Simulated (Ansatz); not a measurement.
## What a change does: single-point calculation on CdTe

System: CdTe (F-43m, 2 atoms in the cell).
Method of the first run: DFT, PBE, paw_fr, spin-orbit coupling (Ansatz 0.2.0).

The structure derives from a Materials Project entry. Text and figures count atoms from 1; the logs count them from 0 in places.

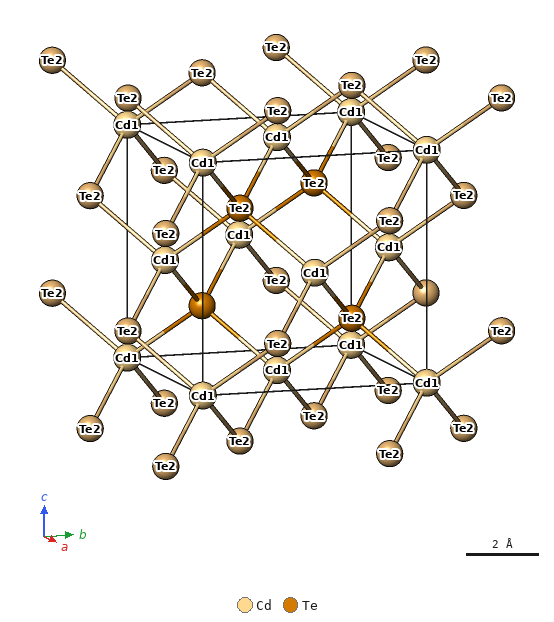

Fig. 1: The structure (ball-and-stick view of the cell 4 times as large as that of the calculation, set on its symmetry axes, seen slightly off an axis; neighbours outside the cell are drawn fainter; atoms are numbered from 1 in the order of the input).

**Input file, the first run**
```yaml
crystal:
  lattice:
    - [0.0, 3.309631168, 3.309631168]
    - [3.309631168, 0.0, 3.309631168]
    - [3.309631168, 3.309631168, 0.0]
  atoms:
    - { symbol: Cd, position: [0.0, 0.0, 0.0] }
    - { symbol: Te, position: [0.75, 0.75, 0.75] }
basis:
  ecutwfc: 420
kpoints:
  mp_grid: { grid: [10, 10, 10] }
hamiltonian:
  xc: pbe
  pseudopotentials: { kind: paw_fr }
scf:
  occupations: { method: gaussian, width: 0.02 }
  initial_density: { chi_scale: 0.0 }
output:
  forces: true
  eigenvalues: true
  stress: true
magnetization:
  noncollinear: true
  spin_orbit: true
```

Launched with:
```bash
ansatz run input.yaml --threads 4 --pin off --max-ram 8192MiB --backend cpu --events-out ev --progress --plain --runs-dir out
```

Hardware: 4 threads of Intel Xeon (Granite Rapids), 192 GiB of memory available, shared host.

**Output, shortened to warnings, some set-up lines, iterations and results (the first run)**
```
Basis set: ecut = 420 eV, 1411 PW (Γ), exchange–correlation on 64×64×64 points (8 copies of the dense FFT grid, shifted against one another)
Symmetry: 24 space group operations + 24 with time reversal
k-points: 47 of 1000 (time reversal used)
Initial density: superposition of atomic densities (chi_scale 0, normalization cell)
[...]
SCF iter   1: F=—  HF=-15240.974851 eV  |F-HF|=—  |Δ(HF+E_count)|=         —  Δρ=2.28e-2  dr2=7.95e-1  dr2_m=0.00e0 (ungated)  ethr=3.10e-3  |M|=0.00e0 ∫|m|=0.00e0 μB  …
SCF iter   2: F=—  HF=-15240.757906 eV  |F-HF|=—  |Δ(HF+E_count)|=   2.17e-1  Δρ=1.18e-2  dr2=1.09e-1  dr2_m=0.00e0 (ungated)  ethr=2.21e-3  |M|=0.00e0 ∫|m|=0.00e0 μB  …
SCF iter   3: F=—  HF=-15240.740598 eV  |F-HF|=—  |Δ(HF+E_count)|=   1.73e-2  Δρ=5.86e-3  dr2=1.68e-2  dr2_m=0.00e0 (ungated)  ethr=3.04e-4  |M|=0.00e0 ∫|m|=0.00e0 μB  …
SCF iter   4: F=—  HF=-15240.741075 eV  |F-HF|=—  |Δ(HF+E_count)|=   4.77e-4  Δρ=8.69e-4  dr2=2.52e-4  dr2_m=0.00e0 (ungated)  ethr=4.67e-5  |M|=0.00e0 ∫|m|=0.00e0 μB  …
SCF iter   5: F=—  HF=-15240.741178 eV  |F-HF|=—  |Δ(HF+E_count)|=   1.03e-4  Δρ=1.30e-4  dr2=7.26e-6  dr2_m=0.00e0 (ungated)  ethr=7.00e-7  |M|=0.00e0 ∫|m|=0.00e0 μB  …
SCF iter   6: F=—  HF=-15240.741187 eV  |F-HF|=—  |Δ(HF+E_count)|=   8.71e-6  Δρ=4.20e-5  dr2=7.42e-7  dr2_m=0.00e0 (ungated)  ethr=2.02e-8  |M|=0.00e0 ∫|m|=0.00e0 μB  …
SCF iter   7: F=—  HF=-15240.741188 eV  |F-HF|=—  |Δ(HF+E_count)|=   5.54e-7  Δρ=1.58e-5  dr2=1.26e-7  dr2_m=0.00e0 (ungated)  ethr=2.78e-10  |M|=0.00e0 ∫|m|=0.00e0 μB  …
SCF iter   8: F=-15240.741188 eV  HF=-15240.741188 eV  |F-HF|=1.11e-9  |Δ(HF+E_count)|=   2.42e-8  Δρ=2.84e-6  dr2=4.13e-9  dr2_m=0.00e0 (ungated)  ethr=2.78e-10  |M|=0.00e0 …
SCF 1 converged in 8 iterations: F = -15240.741188 eV  dr2 = 4.13e-9
SCF converged after 8 iterations
Magnetization: |M| = 0.0000 μB,  M = (+0.0000, +0.0000, +0.0000) μB
Absolute magnetization: 0.0000 μB (∫|m|)
  site 0: m = (+0.0000, +0.0000, +0.0000) μB, |m| = 0.0000 μB  (R = 1.18 Å)
  site 1: m = (+0.0000, +0.0000, +0.0000) μB, |m| = 0.0000 μB  (R = 1.18 Å)
Free energy (F): -15240.741188 eV
Harris-Foulkes:  -15240.741188 eV  (|F-HF|=1.11e-9)
Internal energy: -15240.741188 eV  (E = F + TS)
E sigma→0 (E₀):  -15240.741188 eV
Fermi energy:    7.026664 eV
--- Per-component energies (eV) ---
  E_band       = -815.676403
  E_kinetic    = 684.943878
  E_local      = -5555.988048  (includes V_loc(G=0)·N_el)
  E_nonlocal   = -278.138913
  E_hartree    = 2789.424077
  E_xc         = -300.690249
  E_vxc        = -325.215180  (∫ρ·V_xc dr)
  E_paw        = -8750.572374  (= ΣΔE_a)
  E_vpaw       = -920.130584  (= ΣTr[D̂ρ^β])
  E_aug_tail   = -0.000160  (compensation charges beyond the density's cutoff)
  E_ewald      = -3829.719400
  E_smearing   = -0.000000  (= −TS)
  E_closure    = -0.000000  (closes the sum)
  Σ components = -15240.741188   (vs F -15240.741188, Δ=0.00e0)
--- Forces (eV/Å), atoms counted from 1 ---
  atom   1  Cd    -0.00000000     0.00000000    -0.00000000
  atom   2  Te     0.00000000    -0.00000000     0.00000000
  max |Σ_I F_I| component: 1.31e-16 eV/Å
--- Stress (GPa, compression-positive) ---
        0.012218      -0.000000      -0.000000
       -0.000000       0.012218       0.000000
       -0.000000       0.000000       0.012218
  P = ⅓ Tr σ = 0.0122 GPa (0.122 kbar)
```

For the second run the input was changed thus:
```diff
-    - { symbol: Cd, position: [0.0, 0.0, 0.0] }
-    - { symbol: Te, position: [0.75, 0.75, 0.75] }
+    - { symbol: Cd, position: [0.0, 0.0, 0.0], spin: 0.2 }
+    - { symbol: Te, position: [0.75, 0.75, 0.75], spin: 0.2 }
-  pseudopotentials: { kind: paw_fr }
-  initial_density: { chi_scale: 0.0 }
+  convergence: { dr2_threshold: 1.0e-11 }
-  noncollinear: true
-  spin_orbit: true
+  spin_polarized: true
```

Predict how the results change.

Spin–orbit coupling is switched off. The total energies belong to different models, so their difference says nothing on which is more stable or more accurate. The gap on the mesh goes from 0.32 to 0.58 eV. The SCF takes 13 iterations against 8. On the same kind of shared host the second run took about 0.61 times as long.

**Output, shortened to warnings, some set-up lines, iterations and results (the second run)**
```
WARN: the starting moments were not kept: the SCF closed with an absolute magnetisation of 3.6e-6 μB, where they sum to 0.4 μB in size (2 sites). That is at most 0.1 of that sum. Measured as dr2_m measures the in/out step, that magnetisation stands 8.8e-13 eV from none, at or under the dr2_threshold of 1.0e-11 eV: it is no larger than a step whose dr2_m would equal this threshold. The system may …
Basis set: ecut = 420 eV, 1411 PW (Γ), exchange–correlation on 64×64×64 points (8 copies of the dense FFT grid, shifted against one another)
Symmetry: 24 space group operations
k-points: 47 of 1000 (time reversal used)
Initial density: superposition of atomic densities (chi_scale 0.1, normalization cell)
[...]
SCF iter   1: F=—  HF=-15235.562440 eV  |F-HF|=—  |Δ(HF+E_count)|=         —  Δρ=1.71e-2 (↑1.71e-2 ↓1.24e-2)  dr2=7.81e-1  dr2_m=6.07e-2  M=0.000 μB ∫|m|=0.020 μB  β_m=0.30  …
SCF iter   2: F=—  HF=-15235.351926 eV  |F-HF|=—  |Δ(HF+E_count)|=   2.11e-1  Δρ=9.03e-3 (↑9.03e-3 ↓9.01e-3)  dr2=1.13e-1  dr2_m=3.06e-2  M=0.000 μB ∫|m|=0.014 μB  β_m=0.30  …
SCF iter   3: F=—  HF=-15235.336791 eV  |F-HF|=—  |Δ(HF+E_count)|=   1.51e-2  Δρ=6.27e-3 (↑5.47e-3 ↓6.27e-3)  dr2=2.15e-2  dr2_m=1.53e-2  M=0.000 μB ∫|m|=0.011 μB  β_m=0.30  …
SCF iter   4: F=—  HF=-15235.337918 eV  |F-HF|=—  |Δ(HF+E_count)|=   1.13e-3  Δρ=3.66e-3 (↑3.66e-3 ↓3.33e-3)  dr2=1.06e-3  dr2_m=7.69e-3  M=0.000 μB ∫|m|=0.008 μB  β_m=0.30  …
SCF iter   5: F=—  HF=-15235.338746 eV  |F-HF|=—  |Δ(HF+E_count)|=   8.29e-4  Δρ=2.53e-3 (↑2.31e-3 ↓2.53e-3)  dr2=1.04e-4  dr2_m=3.87e-3  M=0.000 μB ∫|m|=0.006 μB  β_m=0.30  …
SCF iter   6: F=—  HF=-15235.339098 eV  |F-HF|=—  |Δ(HF+E_count)|=   3.51e-4  Δρ=1.75e-3 (↑1.68e-3 ↓1.75e-3)  dr2=1.43e-5  dr2_m=1.95e-3  M=0.000 μB ∫|m|=0.005 μB  β_m=0.30  …
SCF iter   7: F=—  HF=-15235.339245 eV  |F-HF|=—  |Δ(HF+E_count)|=   1.47e-4  Δρ=1.23e-3 (↑1.20e-3 ↓1.23e-3)  dr2=5.72e-6  dr2_m=9.80e-4  M=0.000 μB ∫|m|=0.004 μB  β_m=0.65  …
SCF iter   8: F=—  HF=-15235.339427 eV  |F-HF|=—  |Δ(HF+E_count)|=   1.81e-4  Δρ=2.64e-5 (↑1.84e-5 ↓2.64e-5)  dr2=6.54e-7  dr2_m=2.79e-7  M=0.000 μB ∫|m|=0.001 μB  β_m=0.63  …
SCF iter   9: F=—  HF=-15235.339433 eV  |F-HF|=—  |Δ(HF+E_count)|=   6.45e-6  Δρ=1.11e-5 (↑1.01e-5 ↓1.11e-5)  dr2=9.05e-8  dr2_m=6.52e-8  M=0.000 μB ∫|m|=0.000 μB  β_m=0.62  …
SCF iter  10: F=—  HF=-15235.339433 eV  |F-HF|=—  |Δ(HF+E_count)|=   4.04e-8  Δρ=6.36e-6 (↑6.36e-6 ↓4.31e-6)  dr2=8.63e-9  dr2_m=1.76e-8  M=0.000 μB ∫|m|=0.000 μB  β_m=0.72  …
SCF iter  11: F=—  HF=-15235.339433 eV  |F-HF|=—  |Δ(HF+E_count)|=   2.82e-8  Δρ=4.41e-6 (↑1.86e-6 ↓4.41e-6)  dr2=1.46e-8  dr2_m=3.18e-9  M=0.000 μB ∫|m|=0.000 μB  β_m=0.59  …
SCF iter  12: F=—  HF=-15235.339433 eV  |F-HF|=—  |Δ(HF+E_count)|=  8.91e-11  Δρ=9.52e-7 (↑5.66e-7 ↓9.52e-7)  dr2=4.36e-10  dr2_m=2.75e-10  M=0.000 μB ∫|m|=0.000 μB  β_m=0.79 …
SCF iter  13: F=-15235.339433 eV  HF=-15235.339433 eV  |F-HF|=5.46e-12  |Δ(HF+E_count)|=  5.84e-10  Δρ=1.11e-7 (↑8.61e-8 ↓1.11e-7)  dr2=6.20e-12  dr2_m=4.68e-12  M=0.000 μB …
SCF 1 converged in 13 iterations: F = -15235.339433 eV  dr2 = 6.20e-12
WARN: the starting moments were not kept: the SCF closed with an absolute magnetisation of 3.6e-6 μB, where they sum to 0.4 μB in size (2 sites). That is at most 0.1 of that sum. Measured as dr2_m measures the in/out step, that magnetisation stands 8.8e-13 eV from none, at or under the …
SCF converged after 13 iterations
Magnetization: 0.0000 μB (18.0000 up, 18.0000 down)
Absolute magnetization: 0.0000 μB (∫|ρ↑−ρ↓|, with the PAW one-centre terms)
Spin contamination: 0.0000 ħ² per cell (⟨S²⟩ above its minimum at these occupations)
Per-site moments (μB) at R_I (Å): [(-4.613152799385889e-7, 1.1823176758159646), (9.875394504466632e-7, 1.1823176758159646)]
Free energy (F): -15235.339433 eV
Harris-Foulkes:  -15235.339433 eV  (|F-HF|=5.46e-12)
Internal energy: -15235.339433 eV  (E = F + TS)
E sigma→0 (E₀):  -15235.339433 eV
Fermi energy:    6.887700 eV
--- Per-component energies (eV) ---
  E_band       = -815.331467
  E_kinetic    = 684.541709
  E_local      = -5556.590309  (includes V_loc(G=0)·N_el)
  E_nonlocal   = -276.747730
  E_hartree    = 2789.668225
  E_xc         = -300.455501
  E_vxc        = -324.981040  (∫ρ·V_xc dr)
  E_paw        = -8746.036268  (= ΣΔE_a)
  E_vpaw       = -920.890144  (= ΣTr[D̂ρ^β])
[...]
```

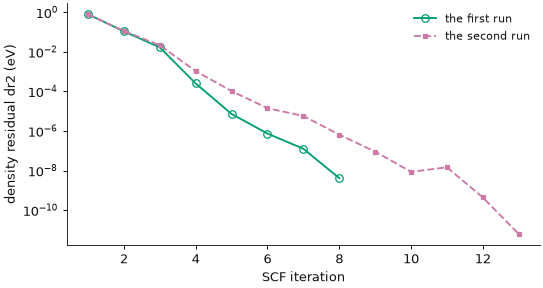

Fig. 2: Convergence of the two runs: density residual dr2 against the SCF iteration. The first run takes 8 iterations in all, and the second run takes 13.

**The two runs side by side**

| quantity | the first run | the second run |
| --- | --- | --- |
| outcome | converged | converged |
| free energy per atom (eV) | −7620.3706 | −7617.6697 |
| gap on the mesh (eV) | 0.32 | 0.58 |
| net moment of the cell (μB) | 0.00 | 0.00 |
| absolute moment of the cell (μB) | 0.00 | 0.00 |
| pressure (GPa) | 0.01 | −0.02 |
| largest force (eV/Å) | 0.000 | 0.000 |
| SCF iterations | 8 | 13 |
| irreducible k-points | 47 | 47 |
| plane waves at Γ | 1411 | 1411 |
| wall time (shared host) | 4.6 s | 2.8 s |

For the second run: Warnings: some starting moments were not kept.
